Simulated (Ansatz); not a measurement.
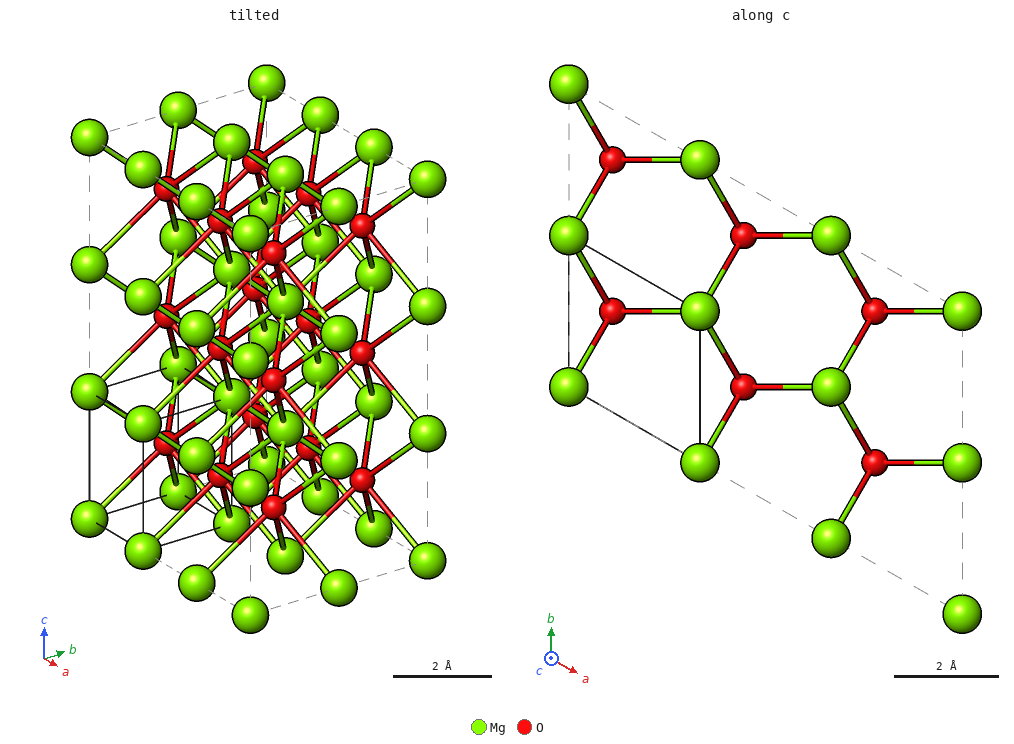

A ball-and-stick rendering, viewed slightly off an axis and along the c axis. The picture spans 3×2×3 cells, one conventional unit cell being drawn with solid lines.

MgO, space group P3m1 (No. 156), a = 2.94 Å, b = 2.94 Å, c = 2.68 Å, α = 90.00°, β = 90.00°, γ = 120.00°.

Computational set-up: DFT LDA, scalar-relativistic, plane waves, PAW in Ansatz 0.2.0, plane-wave cutoff 420 eV, a 9×9×8 grid in reciprocal space, Gaussian smearing of 0.05 eV, no spin polarisation.

Question: Predict the gap.

Answer: A semiconductor at this level, with a gap of 2.93 eV on the k-mesh (the true edges may lie between mesh points, so the gap can be somewhat smaller).

Question: State the hydrostatic pressure.

Answer: The computed pressure is -8.5 GPa (stretched: it would shrink). The stress isn't hydrostatic: its largest component is 9.1 GPa.

The initial geometry was a structure listed in the Materials Project. The cell was then strained or its atoms displaced on purpose. It was run through Ansatz as a DFT input.

At this level of theory the cell isn't at rest (stretched, at -9 GPa), so its distances can differ from those at equilibrium, the more so the softer the solid.
